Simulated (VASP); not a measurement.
**Geometry relaxation, with input and output: CaH$_{8}$ (part 1 of 2)**

- system: CaH$_{8}$ (9 atoms in the cell)
- method: Kohn-Sham DFT of a periodic cell, PBE, VASP PAW PBE potentials, recommended, no spin polarisation (VASP 6.6.1)

The structure was built on a prototype by a generator; it need not be a known phase.

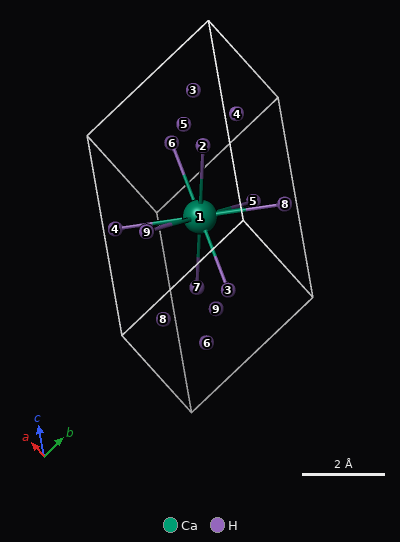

*The starting structure (ball-and-stick view of the cell of the calculation, seen at an oblique angle; bonded neighbours outside the cell are drawn too; atoms are numbered from 1 in the order of the input).*

INCAR:
```
SYSTEM = CaH8
PREC = Accurate ; ENCUT = 600
EDIFF = 1E-7 ; ISMEAR = 0
SIGMA = 0.05 ; LREAL = .FALSE.
LASPH = .TRUE. ; NELM = 100
ALGO = Normal ; ISIF = 3
LWAVE = .FALSE. ; LCHARG = .FALSE.
GGA = PE ; IBRION = 2
NSW = 60 ; EDIFFG = -0.005
```

KPOINTS:
```
regular mesh
0
G
  7 7 7
  0 0 0
```

POSCAR:
```
CaH8
1.0
    0.0000000000      3.5465300000      3.5465300000
    3.5465300000      0.0000000000      3.5465300000
    3.5465300000      3.5465300000      0.0000000000
Ca H
1 8
Direct
    0.5000000000      0.5000000000      0.5000000000
    0.6809000000      0.6809000000      0.6809000000
    0.6809000000      0.6809000000      0.9572800000
    0.6809000000      0.9572800000      0.6809000000
    0.9572800000      0.6809000000      0.6809000000
    0.3191000000      0.3191000000      0.0427200000
    0.3191000000      0.3191000000      0.3191000000
    0.3191000000      0.0427200000      0.3191000000
    0.0427200000      0.3191000000      0.3191000000
```

Run on 1 thread of Intel Xeon (Emerald Rapids), 128 GiB of memory available, shared host.

Command:
```bash
cat potpaw_PBE.64/Ca_sv/POTCAR potpaw_PBE.64/H/POTCAR > POTCAR
mpirun -np 1 vasp_std > vasp.out
```

OSZICAR:
```
N       E                     dE             d eps       ncg     rms          rms(c)
DAV:   1     0.103666729074E+03    0.10367E+03   -0.89682E+03  1232   0.123E+03
DAV:   2    -0.111067626443E+02   -0.11477E+03   -0.11246E+03  1532   0.277E+02
DAV:   3    -0.178491583504E+02   -0.67424E+01   -0.66851E+01  2314   0.564E+01
DAV:   4    -0.180052091312E+02   -0.15605E+00   -0.15587E+00  1502   0.800E+00
DAV:   5    -0.180149659834E+02   -0.97569E-02   -0.97561E-02  1998   0.134E+00    0.289E+00
DAV:   6    -0.178922079522E+02    0.12276E+00   -0.92920E-02  1466   0.250E+00    0.176E+00
DAV:   7    -0.178504455336E+02    0.41762E-01   -0.14585E-01  1508   0.303E+00    0.268E-01
DAV:   8    -0.178538353096E+02   -0.33898E-02   -0.91045E-03  1502   0.980E-01    0.743E-02
DAV:   9    -0.178552315623E+02   -0.13963E-02   -0.16085E-03  1596   0.213E-01    0.288E-02
DAV:  10    -0.178555347902E+02   -0.30323E-03   -0.51597E-04  1478   0.112E-01    0.891E-03
DAV:  11    -0.178555465349E+02   -0.11745E-04   -0.32086E-05  1610   0.424E-02    0.309E-03
DAV:  12    -0.178555508738E+02   -0.43389E-05   -0.52956E-06  1460   0.126E-02    0.183E-03
DAV:  13    -0.178555514006E+02   -0.52676E-06   -0.14431E-06  1496   0.658E-03    0.174E-04
DAV:  14    -0.178555514174E+02   -0.16852E-07   -0.52313E-08  1168   0.124E-03
   1 F= -.17855551E+02 E0= -.17855541E+02  d E =-.178556E+02
       N       E                     dE             d eps       ncg     rms          rms(c)
DAV:   1    -0.178555977477E+02   -0.46347E-04   -0.91496E-04  1478   0.302E-01    0.221E-02
DAV:   2    -0.178555884638E+02    0.92839E-05   -0.59241E-05  1782   0.712E-02    0.156E-02
DAV:   3    -0.178555849641E+02    0.34997E-05   -0.42444E-05  2168   0.499E-02    0.779E-03
DAV:   4    -0.178555837798E+02    0.11842E-05   -0.32084E-06  1490   0.189E-02    0.262E-03
DAV:   5    -0.178555833964E+02    0.38346E-06   -0.49020E-07  1520   0.510E-03    0.154E-04
DAV:   6    -0.178555833994E+02   -0.30739E-08   -0.16452E-08   652   0.109E-03
   2 F= -.17855583E+02 E0= -.17855573E+02  d E =-.319820E-04
```

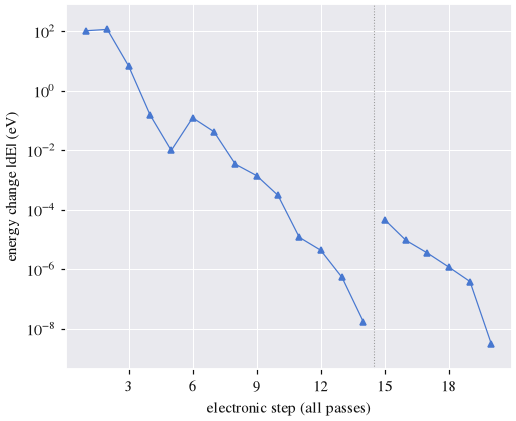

*Convergence of the self-consistent field: energy change |dE| against the electronic step. Each stretch between dotted lines is the SCF of one geometry step of a relaxation.*

The 2 ionic steps take 6 to 14 electronic steps each. The density is held fixed in the first few steps, and dE rises again when its update begins.

Parts of OUTCAR:
```
SYSTEM = CaH8
   PREC = Accurate
   ENCUT = 600
   EDIFF = 1E-7
   ISMEAR = 0
   LREAL = .FALSE.
   LASPH = .TRUE.
   NELM = 100
   ISIF = 3
   GGA = PE
   IBRION = 2
   NSW = 60
   EDIFFG = -0.005

 ion  position               nearest neighbor table
   1  0.500  0.500  0.500-
   2  0.681  0.681  0.681-
   3  0.681  0.681  0.957-
   4  0.681  0.957  0.681-
   5  0.957  0.681  0.681-
   6  0.319  0.319  0.043-
   7  0.319  0.319  0.319-
   8  0.319  0.043  0.319-
   9  0.043  0.319  0.319-

  LATTYP: Found a face centered cubic cell.
 ALAT       =     7.0930600000

  Lattice vectors:

 A1 = (   0.0000000000,   3.5465300000,   3.5465300000)
 A2 = (   3.5465300000,   0.0000000000,   3.5465300000)
 A3 = (   3.5465300000,   3.5465300000,   0.0000000000)

Analysis of symmetry for initial positions (statically):
=====================================================================
 Subroutine PRICEL returns:
 Original cell was already a primitive cell.

 Routine SETGRP: Setting up the symmetry group for a
 face centered cubic supercell.

 Subroutine GETGRP returns: Found 12 space group operations
 (whereof 12 operations were pure point group operations)
 out of a pool of 48 trial point group operations.

The static configuration has the point symmetry D_3d.

Analysis of symmetry for dynamics (positions and initial velocities):
=====================================================================
 Subroutine PRICEL returns:
 Original cell was already a primitive cell.

 Routine SETGRP: Setting up the symmetry group for a
 face centered cubic supercell.

 Subroutine GETGRP returns: Found 12 space group operations
 (whereof 12 operations were pure point group operations)
 out of a pool of 48 trial point group operations.

The dynamic configuration has the point symmetry D_3d.

 Subroutine INISYM returns: Found 12 space group operations
 (whereof 12 operations are pure point group operations),
 and found     1 'primitive' translations

----------------------------------------------------------------------------------------

                                     Primitive cell

  volume of cell :      89.2156

  direct lattice vectors                    reciprocal lattice vectors
     0.000000000  3.546530000  3.546530000    -0.140982876  0.140982876  0.140982876
     3.546530000  0.000000000  3.546530000     0.140982876 -0.140982876  0.140982876
     3.546530000  3.546530000  0.000000000     0.140982876  0.140982876 -0.140982876

  length of vectors
     5.015550825  5.015550825  5.015550825     0.244189505  0.244189505  0.244189505

  position of ions in fractional coordinates (direct lattice)
     0.500000000  0.500000000  0.500000000
     0.680900000  0.680900000  0.680900000
     0.680900000  0.680900000  0.957280000
     0.680900000  0.957280000  0.680900000
     0.957280000  0.680900000  0.680900000
     0.319100000  0.319100000  0.042720000
     0.319100000  0.319100000  0.319100000
     0.319100000  0.042720000  0.319100000
     0.042720000  0.319100000  0.319100000

  ion indices of the primitive-cell ions
   primitive index   ion index
                 1           1
                 2           2
                 3           3
                 4           4
                 5           5
                 6           6
                 7           7
                 8           8
                 9           9

----------------------------------------------------------------------------------------

 KPOINTS: regular mesh

Automatic generation of k-mesh.
 Grid dimensions read from file:
 generate k-points for:    7    7    7

 Generating k-lattice:

  Cartesian coordinates                     Fractional coordinates (reciprocal lattice)
    -0.020140411  0.020140411  0.020140411     0.142857143  0.000000000  0.000000000
     0.020140411 -0.020140411  0.020140411     0.000000000  0.142857143  0.000000000
     0.020140411  0.020140411 -0.020140411     0.000000000  0.000000000  0.142857143

  Length of vectors
     0.034884215  0.034884215  0.034884215

  Shift w.r.t. Gamma in fractional coordinates (k-lattice)
     0.000000000  0.000000000  0.000000000

 Subroutine IBZKPT returns following result:
 ===========================================

 Found     44 irreducible k-points:

 Following reciprocal coordinates:
            Coordinates               Weight
  0.000000  0.000000  0.000000      1.000000
  0.142857  0.000000  0.000000      6.000000
  0.142857  0.142857  0.142857      2.000000
  0.285714  0.000000  0.000000      6.000000
  0.285714  0.285714  0.285714      2.000000
  0.428571  0.000000  0.000000      6.000000
  0.428571  0.428571  0.428571      2.000000
  0.142857  0.142857  0.000000      6.000000
  0.285714  0.142857  0.000000     12.000000
  0.142857  0.142857 -0.142857      6.000000
  0.285714  0.142857  0.285714      6.000000
  0.428571  0.142857  0.000000     12.000000
  0.142857  0.142857 -0.285714      6.000000
  0.428571  0.285714  0.428571      6.000000
 -0.428571  0.142857  0.000000     12.000000
  0.142857  0.142857 -0.428571      6.000000
 -0.428571  0.428571 -0.428571      6.000000
 -0.285714  0.142857  0.000000     12.000000
  0.142857  0.142857  0.428571      6.000000
 -0.285714 -0.428571 -0.285714      6.000000
 -0.142857  0.142857  0.000000      6.000000
  0.142857  0.142857  0.285714      6.000000
  0.285714  0.285714  0.000000      6.000000
  0.428571  0.285714  0.000000     12.000000
 [... further k-points ...]
   k-points           NKPTS =     44   k-points in BZ     NKDIM =     44   number of bands    NBANDS=     14
   number of dos      NEDOS =    301   number of ions     NIONS =      9
   total plane-waves  NPLWV =  64000
   dimension x,y,z NGX =    40 NGY =   40 NGZ =   40
   dimension x,y,z NGXF=    80 NGYF=   80 NGZF=   80
   ions per type =               1   8
   NGX,Y,Z   is equivalent  to a cutoff of  13.26, 13.26, 13.26 a.u.
   NGXF,Y,Z  is equivalent  to a cutoff of  26.52, 26.52, 26.52 a.u.
 SYSTEM =  CaH8
   PREC   = accura    normal or accurate (medium, high low for compatibility)
   ISTART =      0    job   : 0-new  1-cont  2-samecut
   ICHARG =      2    charge: 1-file 2-atom 10-const
   ISPIN  =      1    spin polarized calculation?
   LNONCOLLINEAR =      F non collinear calculations
   LSORBIT =      F    spin-orbit coupling
   LASPH  =      T    aspherical Exc in radial PAW
   ENCUT  =  600.0 eV  44.10 Ry    6.64 a.u.  10.02 10.02 10.02*2*pi/ulx,y,z
   NELM   =    100;   NELMIN=  2; NELMDL= -5     # of ELM steps
   EDIFF  = 0.1E-06   stopping-criterion for ELM
   LREAL  =      F    real-space projection
   EDIFFG = -.5E-02   stopping-criterion for IOM
   NSW    =     60    number of steps for IOM
   IBRION =      2    ionic relax: 0-MD 1-quasi-New 2-CG
   NFREE  =      1    steps in history (QN), initial steepest desc. (CG)
   ISIF   =      3    stress and relaxation
   ISYM   =      2    0-nonsym 1-usesym 2-fastsym
   POTIM  = 0.5000    time-step for ionic-motion
   TEBEG  =    0.0;   TEEND  =   0.0 temperature during run
   PSTRESS=    0.0 pullay stress
   NELECT =      18.0000    total number of electrons
   NUPDOWN=      -1.0000    fix difference up-down
   EMIN   =  10.00;   EMAX   =-10.00  energy-range for DOS
   EFERMI =   0.00;   METHOD = LEGACY
   ISMEAR =     0;   SIGMA  =   0.05  broadening in eV -4-tet -1-fermi 0-gaus
   EFERMI_NEDOS =   21; number of points for ismear=-14 and -15
   IALGO  =     38    algorithm
   IMIX   =      4    mixing-type and parameters
     AMIX     =   0.40;   BMIX     =  1.00
     AMIX_MAG =   1.60;   BMIX_MAG =  1.00
  volume/ion in A,a.u.               =       9.91        66.90
  Fermi-wavevector in a.u.,A,eV,Ry     =   0.960179  1.814474 12.543796  0.921943
  Thomas-Fermi vector in A             =   2.089440
   LORBIT       =      0    0 simple, 1 ext, 2 COOP (PROOUT), +10 PAW based schemes
   GGA     = PE    functional components
   LHFCALC =     F    Hartree Fock is set to
   AEXX    =    0.0000 exact exchange contribution
   IVDW    =     0    specifies the selected vdW correction
   LEPSILON=     F    determine dielectric tensor
   LRPA    =     F    only Hartree local field effects (RPA)
 conjugate gradient relaxation of ions
 non-spin polarized calculation
 Gauss-broadening in eV      SIGMA  =   0.05
  energy-cutoff  :      600.00
  volume of cell :       89.22
 maximum number of plane-waves:      2995
   NGX = 21   NGY = 21   NGZ = 21

--------------------------------------- Ionic step        1  -------------------------------------------

 number of electron      17.9999995 magnetization

 Free energy of the ion-electron system (eV)
  ---------------------------------------------------
  ext. energy  EPLUGINS =         0.00000000
  ---------------------------------------------------
  free energy    TOTEN  =       -17.85555142 eV

  energy without entropy =      -17.85553076  energy(sigma->0) =      -17.85554109
```
